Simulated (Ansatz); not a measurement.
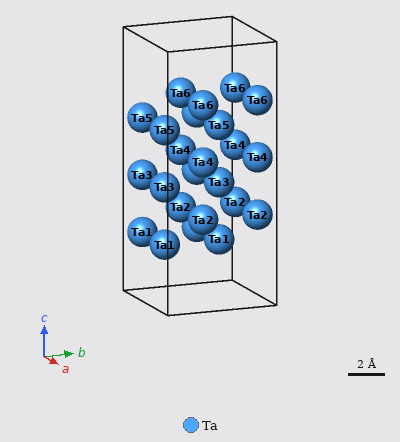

Figure 1. The input geometry of run 1 (spheres-only view of the 2 × 2 repeat of the cell, with the vacuum cut short, seen slightly off an axis; atoms are numbered from 1 in the order of the input).

## Two runs on Ta

System: Ta (slab, 6 atoms in the cell).
Method of run 1: DFT, PBE, PAW with Ansatz's default frozen-core files, scalar-relativistic, no spin polarisation (Ansatz 0.2.0).

Text and figures count atoms from 1; the logs count them from 0 in places.

### Input, run 1
```yaml
crystal:
  lattice:
    - [3.3195547178, 0.0, 0.0]
    - [0.0, 3.3195547178, 0.0]
    - [0.0, 0.0, 24.2989]
  atoms:
    - { symbol: Ta, position: [0.25, 0.25, 0.3292332823] }
    - { symbol: Ta, position: [0.75, 0.75, 0.3975399694] }
    - { symbol: Ta, position: [0.25, 0.25, 0.4658466565] }
    - { symbol: Ta, position: [0.75, 0.75, 0.5341533435] }
    - { symbol: Ta, position: [0.25, 0.25, 0.6024600306] }
    - { symbol: Ta, position: [0.75, 0.75, 0.6707667177] }
kpoints:
  mp_grid: { grid: [12, 12, 1] }
scf:
  occupations: { method: fermi_dirac, width: 0.08 }
hamiltonian:
  xc: pbe
  pseudopotentials: { kind: paw }
output:
  forces: true
  stress: true
  eigenvalues: true
  populations: true
efield:
  axis: 3
  amplitude: 0
  dipole_correction: true
```

Command:
```bash
ansatz run input.yaml --threads 2 --pin off --max-ram 5120MiB --backend cpu --events-out ev --progress --plain --runs-dir out
```

Hardware: 2 threads of Arm Neoverse V2, 24 GiB of memory available, shared host.

### Output, shortened to warnings, some set-up lines, iterations and results (run 1)
```
Basis set: ecut = 420 eV, 5281 PW (Γ), exchange–correlation on 48×48×360 points (8 copies of the dense FFT grid, shifted against one another)
Symmetry: 8 space group operations
k-points: 28 of 144
Initial density: superposition of atomic densities (neutral atoms: chi_scale 0, normalization atom), corrected by the library's trained network
[...]
SCF iter   1: F=—  HF=-59589.907907 eV  |F-HF|=—  |Δ(HF+E_count)|=         —  Δρ=8.03e-3  dr2=3.49e0  ethr=1.77e-3  p=0.000 e·Å  D=6.41e-15 V/Å  ΔV_dip=-0.00 eV  …
SCF iter   2: F=—  HF=-59589.855965 eV  |F-HF|=—  |Δ(HF+E_count)|=   5.19e-2  Δρ=6.23e-3  dr2=1.67e0  ethr=1.77e-3  p=0.000 e·Å  D=1.23e-5 V/Å  ΔV_dip=-0.00 eV  …
SCF iter   3: F=—  HF=-59589.807835 eV  |F-HF|=—  |Δ(HF+E_count)|=   4.81e-2  Δρ=7.67e-4  dr2=5.08e-3  ethr=1.77e-3  p=-0.000 e·Å  D=-1.47e-6 V/Å  ΔV_dip=0.00 eV  …
SCF iter   4: F=—  HF=-59589.809796 eV  |F-HF|=—  |Δ(HF+E_count)|=   1.96e-3  Δρ=2.56e-4  dr2=8.12e-4  ethr=6.51e-6  p=-0.000 e·Å  D=-2.05e-6 V/Å  ΔV_dip=0.00 eV  …
SCF iter   5: F=—  HF=-59589.809862 eV  |F-HF|=—  |Δ(HF+E_count)|=   6.59e-5  Δρ=1.21e-4  dr2=2.10e-4  ethr=1.04e-6  p=-0.000 e·Å  D=-1.42e-6 V/Å  ΔV_dip=0.00 eV  …
SCF iter   6: F=—  HF=-59589.809863 eV  |F-HF|=—  |Δ(HF+E_count)|=   5.69e-7  Δρ=3.32e-5  dr2=4.23e-5  ethr=2.69e-7  p=0.000 e·Å  D=3.33e-7 V/Å  ΔV_dip=-0.00 eV  …
SCF iter   7: F=—  HF=-59589.810139 eV  |F-HF|=—  |Δ(HF+E_count)|=   2.76e-4  Δρ=8.58e-6  dr2=8.30e-7  ethr=5.43e-8  p=-0.000 e·Å  D=-2.41e-7 V/Å  ΔV_dip=0.00 eV  …
SCF iter   8: F=—  HF=-59589.810139 eV  |F-HF|=—  |Δ(HF+E_count)|=   7.69e-8  Δρ=3.74e-6  dr2=2.40e-7  ethr=1.28e-10  p=0.000 e·Å  D=4.08e-8 V/Å  ΔV_dip=-0.00 eV  …
SCF iter   9: F=-59589.810139 eV  HF=-59589.810139 eV  |F-HF|=5.49e-9  |Δ(HF+E_count)|=   2.21e-8  Δρ=1.05e-6  dr2=9.82e-9  ethr=1.28e-10  p=-0.000 e·Å  D=-5.16e-8 V/Å  …
SCF 1 converged in 9 iterations: F = -59589.810139 eV  dr2 = 9.82e-9
SCF converged after 9 iterations
Free energy (F): -59589.810139 eV
Harris-Foulkes:  -59589.810139 eV  (|F-HF|=5.49e-9)
Internal energy: -59589.697854 eV  (E = F + TS)
E sigma→0 (E₀):  -59589.753997 eV
Entropy (-TS):   -0.112285 eV (-18.714 meV/atom)
Fermi energy:    5.441766 eV
Dipole field:    D = 0.000002 V/Å  (p = 0.000003 e·Å, saw-weighted, corrected)
Work function:   Φ+ = 3.9840 eV   Φ− = 3.9840 eV
Levels:          The Fermi level and band energies are counted from a zero that moves with the ramp; work functions are not
--- Per-component energies (eV) ---
  E_band       = -1675.751529
  E_kinetic    = 2180.242520
  E_local      = -74290.774897  (includes V_loc(G=0)·N_el)
  E_nonlocal   = 86.943873
  E_hartree    = 36118.160732
  E_xc         = -1302.895234
  E_vxc        = -1213.741943  (∫ρ·V_xc dr)
  E_paw        = -50377.651757  (= ΣΔE_a)
  E_vpaw       = -674.736133  (= ΣTr[D̂ρ^β])
  E_aug_tail   = 0.000839  (compensation charges beyond the density's cutoff)
  E_efield     = 0.000000  (sawtooth field / dipole correction)
  E_vefield    = 0.000000  (∫n·V_field dr)
  E_ewald      = 27996.276069
  E_smearing   = -0.112285  (= −TS)
  E_closure    = 0.000000  (closes the sum)
  Σ components = -59589.810139   (vs F -59589.810139, Δ=0.00e0)
--- Forces (eV/Å), atoms counted from 1 ---
  atom   1  Ta     0.00000000     0.00000000     1.41378475
  atom   2  Ta    -0.00000000     0.00000000    -1.14555850
  atom   3  Ta    -0.00000000    -0.00000000    -0.64418109
  atom   4  Ta     0.00000000     0.00000000     0.64418231
  atom   5  Ta     0.00000000    -0.00000000     1.14555826
  atom   6  Ta    -0.00000000    -0.00000000    -1.41378694
  max |Σ_I F_I| component: 1.21e-6 eV/Å
--- Stress (GPa, compression-positive) ---
       -4.164395      -0.000000       0.000000
       -0.000000      -4.164395      -0.000000
        0.000000      -0.000000      -2.967566
  P = ⅓ Tr σ = -3.7655 GPa (-37.655 kbar)
--- Löwdin populations: 6 sites ---
  site symbol       q [e]
     0     Ta     12.8934
     1     Ta     12.9101
     2     Ta     12.8847
     3     Ta     12.8847
     4     Ta     12.9101
     5     Ta     12.8934
  spilling = 0.007994 (of n_electrons = 78.000000)
```

Run 2 used a changed input.

### The two runs side by side

| quantity | run 1 | run 2 |
| --- | --- | --- |
| outcome | converged | converged |
| free energy per atom (eV) | −9931.6350 | −9931.6234 |
| energy per atom, smearing taken to zero (eV) | −9931.6257 | −9931.6141 |
| largest force (eV/Å) | 1.414 | 1.410 |
| SCF iterations | 9 | 9 |
| irreducible k-points | 28 | 28 |
| plane waves at Γ | 5281 | 3209 |
| wall time (shared host) | 17 s | 13 s |

Which change of the input explains these differences?

The change (lines with − go, lines with + come):
```diff
+basis:
+  ecutwfc: "300 eV"
```

The free energy of run 2 is 11.6 meV per atom higher, which measures how much it depends on this numerical setting. More plane waves can only lower the energy of a fixed Hamiltonian, so the higher cutoff gives the lower value. The number of SCF iterations is the same. The plane waves at Γ go from 5281 to 3209.

### Output, shortened to warnings, some set-up lines, iterations and results (run 2)
```
Warning: basis.ecutwfc = 300 eV is below the records' recommended 420 eV, and the density's cutoff is lower with it unless basis.ecutrho_ratio is high enough to keep the records' density cutoff: compare with a run at a higher cutoff
Basis set: ecut = 300 eV, 3209 PW (Γ), exchange–correlation on 40×40×288 points (8 copies of the dense FFT grid, shifted against one another)
Symmetry: 8 space group operations
k-points: 28 of 144
Initial density: superposition of atomic densities (neutral atoms: chi_scale 0, normalization atom), corrected by the library's trained network
[...]
SCF iter   1: F=—  HF=-59589.839639 eV  |F-HF|=—  |Δ(HF+E_count)|=         —  Δρ=8.05e-3  dr2=3.53e0  ethr=1.77e-3  p=0.000 e·Å  D=2.06e-14 V/Å  ΔV_dip=-0.00 eV  …
SCF iter   2: F=—  HF=-59589.789048 eV  |F-HF|=—  |Δ(HF+E_count)|=   5.06e-2  Δρ=6.35e-3  dr2=1.76e0  ethr=1.77e-3  p=0.000 e·Å  D=1.71e-5 V/Å  ΔV_dip=-0.00 eV  …
SCF iter   3: F=—  HF=-59589.738045 eV  |F-HF|=—  |Δ(HF+E_count)|=   5.10e-2  Δρ=7.60e-4  dr2=3.93e-3  ethr=1.77e-3  p=0.000 e·Å  D=8.16e-6 V/Å  ΔV_dip=-0.00 eV  …
SCF iter   4: F=—  HF=-59589.740194 eV  |F-HF|=—  |Δ(HF+E_count)|=   2.15e-3  Δρ=2.70e-4  dr2=1.07e-3  ethr=5.04e-6  p=0.000 e·Å  D=1.43e-6 V/Å  ΔV_dip=-0.00 eV  …
SCF iter   5: F=—  HF=-59589.740255 eV  |F-HF|=—  |Δ(HF+E_count)|=   6.03e-5  Δρ=1.21e-4  dr2=2.07e-4  ethr=1.37e-6  p=0.000 e·Å  D=3.43e-8 V/Å  ΔV_dip=-0.00 eV  …
SCF iter   6: F=—  HF=-59589.740253 eV  |F-HF|=—  |Δ(HF+E_count)|=   1.24e-6  Δρ=3.49e-5  dr2=4.69e-5  ethr=2.65e-7  p=0.000 e·Å  D=6.39e-7 V/Å  ΔV_dip=-0.00 eV  …
SCF iter   7: F=—  HF=-59589.740427 eV  |F-HF|=—  |Δ(HF+E_count)|=   1.74e-4  Δρ=8.90e-6  dr2=6.95e-7  ethr=6.02e-8  p=-0.000 e·Å  D=-1.50e-7 V/Å  ΔV_dip=0.00 eV  …
SCF iter   8: F=—  HF=-59589.740427 eV  |F-HF|=—  |Δ(HF+E_count)|=   1.21e-7  Δρ=4.20e-6  dr2=3.72e-7  ethr=1.28e-10  p=0.000 e·Å  D=5.56e-8 V/Å  ΔV_dip=-0.00 eV  …
SCF iter   9: F=-59589.740427 eV  HF=-59589.740427 eV  |F-HF|=8.76e-9  |Δ(HF+E_count)|=   2.56e-8  Δρ=1.03e-6  dr2=1.48e-8  ethr=1.28e-10  p=-0.000 e·Å  D=-2.40e-8 V/Å  …
SCF 1 converged in 9 iterations: F = -59589.740427 eV  dr2 = 1.48e-8
SCF converged after 9 iterations
Free energy (F): -59589.740427 eV
Harris-Foulkes:  -59589.740427 eV  (|F-HF|=8.76e-9)
Internal energy: -59589.628275 eV  (E = F + TS)
E sigma→0 (E₀):  -59589.684351 eV
Entropy (-TS):   -0.112152 eV (-18.692 meV/atom)
Fermi energy:    5.442936 eV
Dipole field:    D = -0.000001 V/Å  (p = -0.000001 e·Å, saw-weighted, corrected)
Work function:   Φ+ = 3.9836 eV   Φ− = 3.9836 eV
Levels:          The Fermi level and band energies are counted from a zero that moves with the ramp; work functions are not
--- Per-component energies (eV) ---
  E_band       = -1675.801193
  E_kinetic    = 2180.360936
  E_local      = -74290.795965  (includes V_loc(G=0)·N_el)
  E_nonlocal   = 86.702945
  E_hartree    = 36118.132683
  E_xc         = -1303.072030
  E_vxc        = -1213.955833  (∫ρ·V_xc dr)
  E_paw        = -50377.237605  (= ΣΔE_a)
  E_vpaw       = -674.368867  (= ΣTr[D̂ρ^β])
  E_aug_tail   = 0.004691  (compensation charges beyond the density's cutoff)
  E_efield     = 0.000000  (sawtooth field / dipole correction)
  E_vefield    = 0.000000  (∫n·V_field dr)
  E_ewald      = 27996.276069
  E_smearing   = -0.112152  (= −TS)
  E_closure    = -0.000000  (closes the sum)
  Σ components = -59589.740427   (vs F -59589.740427, Δ=0.00e0)
--- Forces (eV/Å), atoms counted from 1 ---
  atom   1  Ta     0.00000000    -0.00000000     1.40959393
  atom   2  Ta    -0.00000000    -0.00000000    -1.14774905
  atom   3  Ta    -0.00000000     0.00000000    -0.64551360
  atom   4  Ta     0.00000000     0.00000000     0.64551353
  atom   5  Ta     0.00000000    -0.00000000     1.14775174
  atom   6  Ta    -0.00000000    -0.00000000    -1.40959591
  max |Σ_I F_I| component: 6.36e-7 eV/Å
--- Stress (GPa, compression-positive) ---
       -4.128344      -0.000000       0.000000
       -0.000000      -4.128344      -0.000000
        0.000000      -0.000000      -2.943451
  P = ⅓ Tr σ = -3.7334 GPa (-37.334 kbar)
--- Löwdin populations: 6 sites ---
  site symbol       q [e]
     0     Ta     12.8938
     1     Ta     12.9105
     2     Ta     12.8853
     3     Ta     12.8853
     4     Ta     12.9105
     5     Ta     12.8938
  spilling = 0.007960 (of n_electrons = 78.000000)
```

For both runs: Spin–orbit coupling is left out, which matters for Ta. For run 2: These settings are looser than, or depart from, a standard set-up, so the numbers are not reference values for this system. Warnings: the cutoff is below the recommended one.
